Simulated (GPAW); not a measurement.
**How the smearing moves the magnetism of free-standing square Co monolayer, spacing 2.8 A**

Wanted: the cheapest choice of the smearing that holds the magnetic results of free-standing square Co monolayer, spacing 2.8 A.

Program: GPAW 26.7.0. Level of theory: PBE; plane waves with GPAW's PAW setups, scalar-relativistic. Results are calculated unless marked as measured.

### Step 1. Starting point

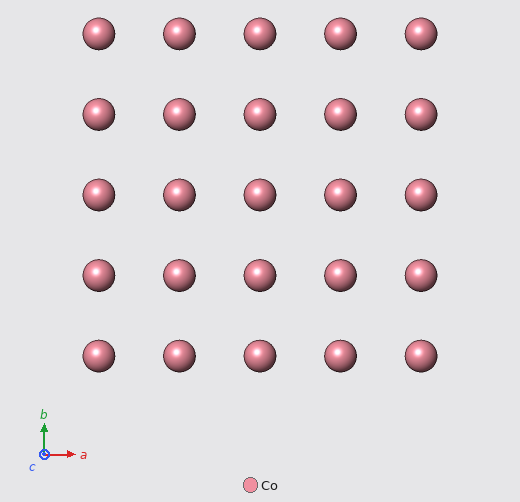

Start, viewed from above; cobalt pink. 4×4×1 cells are drawn. Some periodic images of atoms are drawn too.

The cell holds 1 atom: 1 Co. Its edges and angles: a = 2.800 Å, b = 2.800 Å, c = 14.000 Å, α = 90.0°, β = 90.0°, γ = 90.0°. model lattice. Vacuum lies along c.

### Step 2. Rung 1 (width 0.4 eV), start ferro +

A wide smearing converges easily but acts like a high temperature on the moments; each rung narrows it.

The input, order1.py:

```python
import json
import numpy as np
from ase import Atoms
from ase.parallel import paropen, parprint
from gpaw import GPAW

atoms = Atoms(['Co'],
    cell=[[2.8, 0.0, 0.0],
         [0.0, 2.8, 0.0],
         [0.0, 0.0, 14.0]],
    scaled_positions=[[0.0, 0.0, 0.5]],
    pbc=True,
    magmoms=[2.0])
atoms.calc = GPAW(mode={'name': 'pw', 'ecut': 550},
    xc='PBE',
    kpts={'size': (10, 10, 1), 'gamma': True},
    occupations={'name': 'fermi-dirac', 'width': 0.4},
    convergence={'density': 1e-05, 'energy': 1e-05},
    maxiter=200,
    symmetry={'tolerance': 1e-4},
    txt='order1.txt')
e = atoms.get_potential_energy(force_consistent=True)
res = {'free_energy': e, 'energy_sigma0': atoms.get_potential_energy(), 'fermi_energy': atoms.calc.get_fermi_level()}
res['moments'] = atoms.get_magnetic_moments().tolist()
res['total'] = atoms.get_magnetic_moment()
parprint('site moments (muB):', np.round(res['moments'], 3))
parprint(f"total moment: {res['total']:.3f} muB")
parprint(f'free energy: {e:.6f} eV')
atoms.calc.write('order1.gpw')
with paropen('results.json', 'w') as f:
    json.dump(res, f)
```

Command:

```
$ OMP_NUM_THREADS=1 python3 order1.py > order1.log
```

Output:

```text
site moments (muB): [1.99]
total moment: 2.103 muB
free energy: -6.210459 eV

--- order1.txt ---
Input parameters:
  mode=PW(ecut=550),
  convergence={'density': 1e-05, 'energy': 1e-05},
  kpts=MonkhorstPack(size=(10, 10, 1), gamma=True),
  maxiter=200,
  occupations=Occupations(name='fermi-dirac', width=0.4),
  symmetry=Symmetry(tolerance=0.0001),
  xc=XC(name='PBE')

Diagonalizing LCAO Hamiltonian
Converting LCAO to pw mode
   .------.
  /|      |
 * |      |
 | |      |
 | |      |
 | |      |
 | |      |
 | |      |
 | |      |
 | |      |
 Co|      |
 | |      |
 | |      |
 | |      |
 | |      |
 | |      |
 | |      |
 | .------.
 |/      /
 *------*

Atoms  # Å, Bohr magnetons
|   | symbol |        x |        y |        z |    initial magnetic moments |
|---|--------|----------|----------|----------|-----------------------------|
| 0 |     Co | 0.000000 | 0.000000 | 7.000000 | ( 0.0000,  0.0000,  2.0000) |

Unit cell  # Å
| periodic |        x |        y |         z |   lengths |    angles |
|----------|----------|----------|-----------|-----------|-----------|
|      yes | 2.800000 | 0.000000 |  0.000000 |  2.800000 | 90.000000 |
|      yes | 0.000000 | 2.800000 |  0.000000 |  2.800000 | 90.000000 |
|      yes | 0.000000 | 0.000000 | 14.000000 | 14.000000 | 90.000000 |

Number of symmetries: 16

BZ-sampling:
  Number of BZ points: 100
  Number of IBZ points: 21

  Monkhorst-Pack size: [10, 10, 1]
  Monkhorst-Pack shift: [0.05, 0.05, 0.0]

Plane wave coefficients: 3257
Cutoff: 550.0 eV

Spin-components: 2 (collinear spins)
Bands:           9
Projectors:      6
Spin-degeneracy: 1
Datatype:        complex128

Parallelization:
  kpt:    1
  domain: 1
  band:   1

Density:
  Valence electrons: 9.0
  Components: 2
  Grid points: [16 16 80]
  Charge: 0.0  # |e|

Potential:
  Grid points: [16 16 80]

[... setups left out ...]
Reference energy: -37902.709906  # eV

eigensolver:
  PPCG
  Converge bands: occupied
  niter=2

density mixing:
  MSR1-Mixer
  Pratt-step length: 0.05
  Maximum mixing coefficient: 0.75
  Old densities: 10
  SVD Regularization: 0.005
  Good broyden scale: 1.0
  Trust region scale: 1.0
  Backstep threshold: 4.0
  History deletion threshold: 6.0
  Fourier metric: weight=20.0, sigma=0.015

occupation numbers:
  Fermi-Dirac:
    width: 0.4000  # eV

poisson solver:
  ecut: 4400.0  # eV

xc functional:
  name: PBE with 2 nearest neighbor stencil

convergence criteria:
- Maximum integral of absolute [dens]ity change: 1e-05 electrons / valence electron
- Maximum [total energy] change in last 3 cyles: 1e-05 eV / valence electron
- Maximum integral of absolute [eigenst]ate change: 4e-08 eV^2 / valence electron
maximum number of iterations: 200

SCF iterations
|iter     |      energy | eigst |  dens |  magmom |
|---------|-------------|-------|-------|---------|
|iter:   1|       0s |   -6.133885 | -0.30 |       |  +2.0031|
|iter:   2|       1s |   -5.827347 | -1.36 | -0.77 |  +1.9920|
|iter:   3|       2s |   -5.511760 | -0.89 | -0.92 |  +1.9818|
|iter:   4|       3s |   -5.516539 | -2.84 | -1.39 |  +2.0013|
|iter:   5|       4s |   -5.537014 | -2.46 | -1.49 |  +2.0571|
|iter:   6|       5s |   -5.544329 | -3.44 | -1.96 |  +2.0775|
|iter:   7|       7s |   -5.551632 | -3.37 | -2.20 |  +2.1019|
|iter:   8|       8s |   -5.552149 | -4.65 | -2.59 |  +2.1023|
|iter:   9|       9s |   -5.552773 | -4.90 | -2.98 |  +2.1030|
|iter:  10|      10s |   -5.552802 | -6.28 | -3.53 |  +2.1028|
|iter:  11|      11s |   -5.552904 | -6.07 | -3.83 |  +2.1026|
|iter:  12|      12s |   -5.552914 | -7.22 | -4.06 |  +2.1026|
|iter:  13|      13s |   -5.552916c| -7.59c| -4.60 |  +2.1027|
|iter:  14|      13s |   -5.552915c| -8.18c| -5.11c|  +2.1027|

Converged in 14 steps
Energy contributions relative to reference atoms: (reference = -37902.709906)

Energy contributions:
  Kinetic:          10.485184
  Coulomb:          -8.692401
  Zero:             -0.093695
  External:          0.000000
  Xc:               -6.594458
  Entropy:          -1.315088
  Spinorbit:         0.000000
  ----------------------------
  Free energy:      -6.210459
  Extrapolated:     -5.552915

dipole moment: (-7.452197, -7.452197, -0.000006)  # |e|*Ang

Total magnetic moment: (0.000000, 0.000000, 2.102683)

Local magnetic moments
|        x |        y |        z |
|----------|----------|----------|
| 0.000000 | 0.000000 | 1.989644 |  # Co   0

Fermi level: -2.846
Eigenvalues  # (at kpt = [0.000, 0.000, 0.000])
| band index |      eig [eV] | occ [0-1] |      eig [eV] | occ [0-1] |
|------------|---------------|-----------|---------------|-----------|
|          0 |        -7.184 |     1.000 |        -6.824 |     1.000 |
|          1 |        -5.632 |     0.999 |        -4.128 |     0.961 |
|          2 |        -5.088 |     0.996 |        -3.239 |     0.728 |
|          3 |        -4.545 |     0.986 |        -2.501 |     0.297 |
|          4 |        -4.545 |     0.986 |        -2.501 |     0.297 |
|          5 |        -4.409 |     0.980 |        -2.042 |     0.118 |
|          6 |        -1.827 |     0.073 |        -1.653 |     0.048 |
|          7 |         1.206 |     0.000 |         1.228 |     0.000 |
|          8 |         2.364 |     0.000 |         2.346 |     0.000 |

No gap
No difference between direct/indirect transitions
```

Elapsed: 18 s, on 1 MPI rank of Intel Xeon Platinum 8488C (Sapphire Rapids), shared host; peak memory 0.2 GiB.

Spin moment in the augmentation sphere by atom:

```csv
atom,spin moment in the augmentation sphere (μB)
Co1,1.99
```

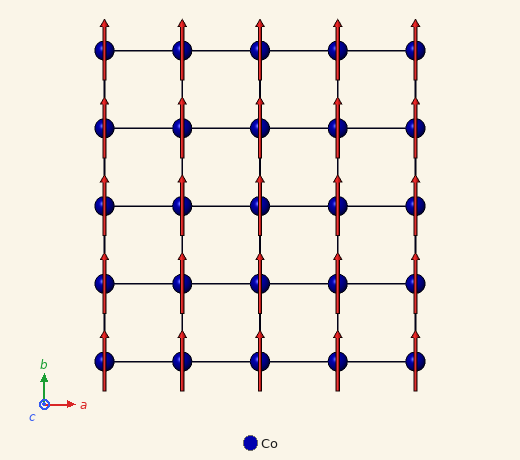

Spin moment in the augmentation sphere as arrows, the longest 1.99 μB. Up and down stand for the sign. Arrows give size and sign along the axis of quantisation, drawn up and down the page. 4×4×1 cells are drawn. Some periodic images of atoms are drawn too.

This step gave:

```
magnetization : 2.103 μB
final state   : ferromagnetic
```

After 14 cycles the largest moment stands at 1.99 μB.

### Step 3. Rung 1 (width 0.4 eV), start antiferro q=(0,1/2,0) +-

The second start gives the energy difference between the two end states, the quantity that is followed up the ladder. Its q is in fractions of the reciprocal vectors of the first run's cell.

order2.py is the script of step 2 with these lines changed:

```diff
@@ -6,12 +6,13 @@
 
-atoms = Atoms(['Co'],
+atoms = Atoms(['Co', 'Co'],
     cell=[[2.8, 0.0, 0.0],
-         [0.0, 2.8, 0.0],
+         [0.0, 5.6, 0.0],
          [0.0, 0.0, 14.0]],
-    scaled_positions=[[0.0, 0.0, 0.5]],
+    scaled_positions=[[0.0, 0.0, 0.5],
+         [0.0, 0.5, 0.5]],
     pbc=True,
-    magmoms=[2.0])
+    magmoms=[2.0, -2.0])
 atoms.calc = GPAW(mode={'name': 'pw', 'ecut': 550},
     xc='PBE',
-    kpts={'size': (10, 10, 1), 'gamma': True},
+    kpts={'size': (10, 5, 1), 'gamma': True},
     occupations={'name': 'fermi-dirac', 'width': 0.4},
@@ -20,3 +21,3 @@
     symmetry={'tolerance': 1e-4},
-    txt='order1.txt')
+    txt='order2.txt')
 e = atoms.get_potential_energy(force_consistent=True)
@@ -28,3 +29,3 @@
 parprint(f'free energy: {e:.6f} eV')
-atoms.calc.write('order1.gpw')
+atoms.calc.write('order2.gpw')
 with paropen('results.json', 'w') as f:
```

Command:

```
$ OMP_NUM_THREADS=1 python3 order2.py > order2.log
```

Output:

```text
site moments (muB): [ 1.905 -1.905]
total moment: -0.000 muB
free energy: -12.333722 eV

--- order2.txt ---
Input parameters:
  mode=PW(ecut=550),
  convergence={'density': 1e-05, 'energy': 1e-05},
  kpts=MonkhorstPack(size=(10, 5, 1), gamma=True),
  maxiter=200,
  occupations=Occupations(name='fermi-dirac', width=0.4),
  symmetry=Symmetry(tolerance=0.0001),
  xc=XC(name='PBE')

Diagonalizing LCAO Hamiltonian
Converting LCAO to pw mode
    .------.
   /|      |
  / |      |
 *  |      |
 |  |      |
 |  |      |
 |  |      |
 |  |      |
 |  |      |
 |  |      |
 | Co      |
 Co |      |
 |  |      |
 |  |      |
 |  |      |
 |  |      |
 |  |      |
 |  .------.
 | /      /
 |/      /
 *------*

Atoms  # Å, Bohr magnetons
|   | symbol |        x |        y |        z |    initial magnetic moments |
|---|--------|----------|----------|----------|-----------------------------|
| 0 |     Co | 0.000000 | 0.000000 | 7.000000 | ( 0.0000,  0.0000,  2.0000) |
| 1 |     Co | 0.000000 | 2.800000 | 7.000000 | ( 0.0000,  0.0000, -2.0000) |

Number of symmetries: 8

BZ-sampling:
  Number of BZ points: 50
  Number of IBZ points: 18

  Monkhorst-Pack size: [10, 5, 1]
  Monkhorst-Pack shift: [0.05, 0.0, 0.0]

Plane wave coefficients: 6459
Cutoff: 550.0 eV

Spin-components: 2 (collinear spins)
Bands:           15
Projectors:      12
Spin-degeneracy: 1
Datatype:        complex128

Parallelization:
  kpt:    1
  domain: 1
  band:   1

Density:
  Valence electrons: 18.0
  Components: 2
  Grid points: [16 32 80]
  Charge: 0.0  # |e|

Potential:
  Grid points: [16 32 80]

[... setups left out ...]
[...]
|iter:  13|      35s |  -10.920215 | -6.20 | -3.88 |  +0.0000|
|iter:  14|      38s |  -10.920277 | -7.15 | -4.12 |  +0.0000|
|iter:  15|      41s |  -10.920295c| -7.46c| -4.45 |  -0.0000|
|iter:  16|      42s |  -10.920293c| -7.87c| -4.80 |  +0.0000|
|iter:  17|      44s |  -10.920292c| -8.31c| -5.33c|  -0.0000|

Converged in 17 steps
Energy contributions relative to reference atoms: (reference = -75805.419811)

Energy contributions:
  Kinetic:          21.770740
  Coulomb:         -17.984031
  Zero:             -0.189881
  External:          0.000000
  Xc:              -13.103689
  Entropy:          -2.826861
  Spinorbit:         0.000000
  ----------------------------
  Free energy:     -12.333722
  Extrapolated:    -10.920292

dipole moment: (-14.901308, -14.901310, -0.000012)  # |e|*Ang

Total magnetic moment: (0.000000, 0.000000, -0.000000)

Local magnetic moments
|        x |        y |         z |
|----------|----------|-----------|
| 0.000000 | 0.000000 |  1.905377 |  # Co   0
| 0.000000 | 0.000000 | -1.905377 |  # Co   1

Fermi level: -2.838
Eigenvalues  # (at kpt = [0.000, 0.000, 0.000])
| band index |      eig [eV] | occ [0-1] |      eig [eV] | occ [0-1] |
|------------|---------------|-----------|---------------|-----------|
|          0 |        -7.010 |     1.000 |        -7.010 |     1.000 |
|          1 |        -5.507 |     0.999 |        -5.507 |     0.999 |
|          2 |        -5.005 |     0.996 |        -5.005 |     0.996 |
|          3 |        -4.934 |     0.995 |        -4.934 |     0.995 |
|          4 |        -4.568 |     0.987 |        -4.568 |     0.987 |
[...]
|         11 |        -1.852 |     0.078 |        -1.852 |     0.078 |
|         12 |        -1.737 |     0.060 |        -1.737 |     0.060 |
|         13 |        -0.349 |     0.002 |        -0.349 |     0.002 |
|         14 |         1.218 |     0.000 |         1.218 |     0.000 |

No gap
No difference between direct/indirect transitions
```

Elapsed: 50 s, on 1 MPI rank; peak memory 0.31 GiB.

Spin moment in the augmentation sphere by atom:

```
atom  spin moment in the augmentation sphere (μB)
 Co1                                         1.91
 Co2                                        -1.91
```

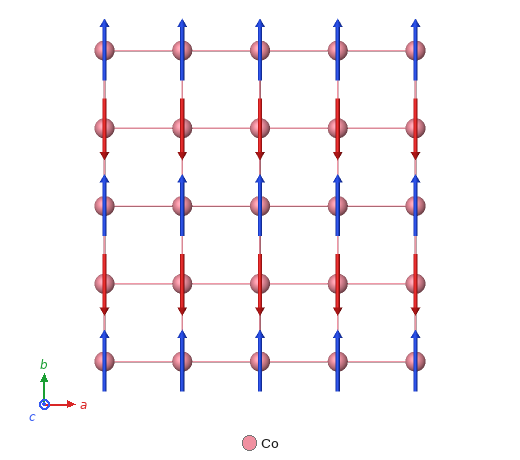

Spin moment in the augmentation sphere as arrows, the longest 1.91 μB. Up and down stand for the sign. Arrows give size and sign along the axis of quantisation, drawn up and down the page. The two directions have two colours. 4×2×1 cells are drawn. Some periodic images of atoms are drawn too.

Read from the output:

```yaml
magnetization: 0 μB
final_state: antiferromagnetic
```

This start lies +43.6 meV a seeded atom from the first; its largest moment is 1.91 μB.

### Step 4. Rung 2 (width 0.2 eV), start ferro +

order1.py is the script of step 2 with these lines changed:

```diff
@@ -16,3 +16,3 @@
     kpts={'size': (10, 10, 1), 'gamma': True},
-    occupations={'name': 'fermi-dirac', 'width': 0.4},
+    occupations={'name': 'fermi-dirac', 'width': 0.2},
     convergence={'density': 1e-05, 'energy': 1e-05},
```

Command:

```
$ OMP_NUM_THREADS=1 python3 order1.py > order1.log
```

Output:

```text
site moments (muB): [2.088]
total moment: 2.183 muB
free energy: -5.681154 eV

--- order1.txt ---
Input parameters:
  mode=PW(ecut=550),
  convergence={'density': 1e-05, 'energy': 1e-05},
  kpts=MonkhorstPack(size=(10, 10, 1), gamma=True),
  maxiter=200,
  occupations=Occupations(name='fermi-dirac', width=0.2),
  symmetry=Symmetry(tolerance=0.0001),
  xc=XC(name='PBE')

Diagonalizing LCAO Hamiltonian
[...]
|          3 |        -4.501 |     1.000 |        -2.610 |     0.327 |
|          4 |        -4.393 |     1.000 |        -2.610 |     0.327 |
|          5 |        -4.393 |     1.000 |        -1.742 |     0.006 |
|          6 |        -1.785 |     0.008 |        -1.596 |     0.003 |
|          7 |         1.199 |     0.000 |         1.235 |     0.000 |
|          8 |         2.375 |     0.000 |         2.348 |     0.000 |

No gap
No difference between direct/indirect transitions


[key lines of the parts left out:]
Free energy:      -5.681154
Converged in 19 steps
dipole moment: (-7.456907, -7.456907, -0.000006)  # |e|*Ang
Fermi level: -2.755
```

It took 22 s on 1 MPI rank; peak memory 0.2 GiB.

Numbers from this step:

| Quantity | Value |
| --- | --- |
| magnetization | 2.183 μB |
| final state | ferromagnetic |
| largest moment | 2.088 μB |

The largest moment moves by +0.10 μB from rung 1, at 1.3 times its CPU time.

### Step 5. Rung 2 (width 0.2 eV), start antiferro q=(0,1/2,0) +-

order2.py is the script of step 3 with these lines changed:

```diff
@@ -17,3 +17,3 @@
     kpts={'size': (10, 5, 1), 'gamma': True},
-    occupations={'name': 'fermi-dirac', 'width': 0.4},
+    occupations={'name': 'fermi-dirac', 'width': 0.2},
     convergence={'density': 1e-05, 'energy': 1e-05},
```

Command:

```
$ OMP_NUM_THREADS=1 python3 order2.py > order2.log
```

Output:

```text
site moments (muB): [ 2.005 -2.005]
total moment: 0.000 muB
free energy: -11.173080 eV

--- order2.txt ---
Input parameters:
  mode=PW(ecut=550),
  convergence={'density': 1e-05, 'energy': 1e-05},
  kpts=MonkhorstPack(size=(10, 5, 1), gamma=True),
  maxiter=200,
  occupations=Occupations(name='fermi-dirac', width=0.2),
  symmetry=Symmetry(tolerance=0.0001),
  xc=XC(name='PBE')

Diagonalizing LCAO Hamiltonian
[...]
|          3 |        -4.702 |     1.000 |        -4.702 |     1.000 |
|          4 |        -4.638 |     1.000 |        -4.638 |     1.000 |
[...]
|         11 |        -1.709 |     0.007 |        -1.709 |     0.007 |
|         12 |        -1.671 |     0.006 |        -1.671 |     0.006 |
|         13 |        -0.208 |     0.000 |        -0.208 |     0.000 |
|         14 |         1.224 |     0.000 |         1.224 |     0.000 |

No gap
No difference between direct/indirect transitions


[key lines of the parts left out:]
Free energy:     -11.173080
Converged in 24 steps
dipole moment: (-14.907400, -14.907403, -0.000012)  # |e|*Ang
Fermi level: -2.705
```

The job ended after 75 s (1 MPI rank; peak memory 0.31 GiB).

Numbers from this step:

```
magnetization  : 0 μB
final state    : antiferromagnetic
largest moment : 2.005 μB
```

This start lies +94.6 meV a seeded atom from the first, a change of +51.0 meV since rung 1; its largest moment is 2.00 μB.

### Step 6. Rung 3 (width 0.1 eV), start ferro +

order1.py is the script of step 4 with these lines changed:

```diff
@@ -16,3 +16,3 @@
     kpts={'size': (10, 10, 1), 'gamma': True},
-    occupations={'name': 'fermi-dirac', 'width': 0.2},
+    occupations={'name': 'fermi-dirac', 'width': 0.1},
     convergence={'density': 1e-05, 'energy': 1e-05},
```

Command:

```
$ OMP_NUM_THREADS=1 python3 order1.py > order1.log
```

Output:

```text
site moments (muB): [2.093]
total moment: 2.204 muB
free energy: -5.554338 eV

--- order1.txt ---
Input parameters:
  mode=PW(ecut=550),
  convergence={'density': 1e-05, 'energy': 1e-05},
  kpts=MonkhorstPack(size=(10, 10, 1), gamma=True),
  maxiter=200,
  occupations=Occupations(name='fermi-dirac', width=0.1),
  symmetry=Symmetry(tolerance=0.0001),
  xc=XC(name='PBE')

Diagonalizing LCAO Hamiltonian
[...]
|          3 |        -4.440 |     1.000 |        -2.646 |     0.395 |
|          4 |        -4.229 |     1.000 |        -2.574 |     0.241 |
|          5 |        -4.229 |     1.000 |        -1.586 |     0.000 |
|          6 |        -1.762 |     0.000 |        -1.543 |     0.000 |
|          7 |         1.179 |     0.000 |         1.255 |     0.000 |
|          8 |         2.357 |     0.000 |         2.373 |     0.000 |

No gap
No difference between direct/indirect transitions


[key lines of the parts left out:]
Free energy:      -5.554338
Converged in 18 steps
dipole moment: (-7.457276, -7.457276, -0.000006)  # |e|*Ang
Fermi level: -2.689
```

It took 24 s on 1 MPI rank; peak memory 0.21 GiB.

Numbers from this step:

```
magnetization  : 2.204 μB
final state    : ferromagnetic
largest moment : 2.093 μB
```

The largest moment moves by +0.01 μB from rung 2, at 1.1 times its CPU time.

### Step 7. Rung 3 (width 0.1 eV), start antiferro q=(0,1/2,0) +-

order2.py is the script of step 5 with these lines changed:

```diff
@@ -17,3 +17,3 @@
     kpts={'size': (10, 5, 1), 'gamma': True},
-    occupations={'name': 'fermi-dirac', 'width': 0.2},
+    occupations={'name': 'fermi-dirac', 'width': 0.1},
     convergence={'density': 1e-05, 'energy': 1e-05},
```

Command:

```
$ OMP_NUM_THREADS=1 python3 order2.py > order2.log
```

Output:

```text
site moments (muB): [ 2.017 -2.017]
total moment: 0.000 muB
free energy: -10.910332 eV

--- order2.txt ---
Input parameters:
  mode=PW(ecut=550),
  convergence={'density': 1e-05, 'energy': 1e-05},
  kpts=MonkhorstPack(size=(10, 5, 1), gamma=True),
  maxiter=200,
  occupations=Occupations(name='fermi-dirac', width=0.1),
  symmetry=Symmetry(tolerance=0.0001),
  xc=XC(name='PBE')

Diagonalizing LCAO Hamiltonian
[...]
|          3 |        -4.714 |     1.000 |        -4.714 |     1.000 |
|          4 |        -4.589 |     1.000 |        -4.589 |     1.000 |
[...]
|         11 |        -1.688 |     0.000 |        -1.688 |     0.000 |
|         12 |        -1.657 |     0.000 |        -1.657 |     0.000 |
|         13 |        -0.184 |     0.000 |        -0.184 |     0.000 |
|         14 |         1.231 |     0.000 |         1.231 |     0.000 |

No gap
No difference between direct/indirect transitions


[key lines of the parts left out:]
Free energy:     -10.910332
Converged in 18 steps
dipole moment: (-14.908996, -14.908998, -0.000012)  # |e|*Ang
Fermi level: -2.714
```

It took 57 s on 1 MPI rank; peak memory 0.31 GiB.

Read from the output:

* magnetization: 0 μB
* final state: antiferromagnetic
* largest moment: 2.017 μB

This start lies +99.2 meV a seeded atom from the first, a change of +4.6 meV since rung 2; its largest moment is 2.02 μB.

[end of part 1 of 2]

[Logs and program files are shortened in this print: banners, set-up blocks, solver, clock and traceback lines can be left out without a mark of their own.]

[Logs are printed without paths, hosts, clocks, repeated set-up lines and the standing remarks that a program may print on its own settings, such as how far it seeks lower states.]

[Hosts, paths, dates, database ids (printed as entryN), source tags and the programs' standing remarks are cut or masked in the printed files.]

[Where a cell is said to come from a database of computed structures, the database is the Materials Project.]
